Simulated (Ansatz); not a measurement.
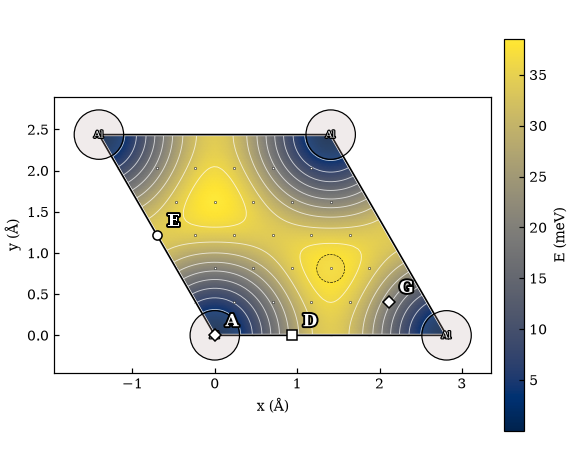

H on an Al(001) slab cut from the P6_3/mmc phase, its upper half relaxed before the scan (32 atoms of substrate and one adsorbate in a 2 × 2 cell). H is moved over the surface cell at a fixed height above a rigid substrate; the origin of the map has the adsorbate above Al29; the height is held at 3.30 Å. Places are given modulo a cell vector. The map is drawn in real space over the plane of the surface. The grid has 6 × 6 points; 10 points were computed and 26 follow by symmetry. Places are given in fractions of the 1 × 1 surface cell. Energies: meV, counted from the lowest grid point. The runs have no spin polarisation, so an open-shell adsorbate far from the surface lies too high. At a fixed height the lowest place need not be the adsorption site. These are results of DFT PBE+D3(BJ), scalar-relativistic, plane waves, PAW in Ansatz 0.2.0, not measurements. Settings: cutoff 420 eV, k-mesh 6×6×1, gaussian smearing 0.1 eV, no spin polarisation.

Drawn: a smooth colour map with a few white contour lines, dots at the grid points, labelled circles for the atoms of the top layer and small ones for the second layer, the outline of one cell of the plane, lettered points. Between grid points the surface is interpolated.

What kind of point is each of A, D, E, G: minimum, saddle, maximum or slope?

Answer. A: minimum; D: on a slope; E: saddle point; G: on a slope. (In these two coordinates alone; a stationary point may lie a little off the grid point.)

Rank the lettered points by energy, lowest first.

Answer. A (0.0 meV), G (21.2 meV), D (25.5 meV), E (34.1 meV).

PAW datasets: the set soft_1.
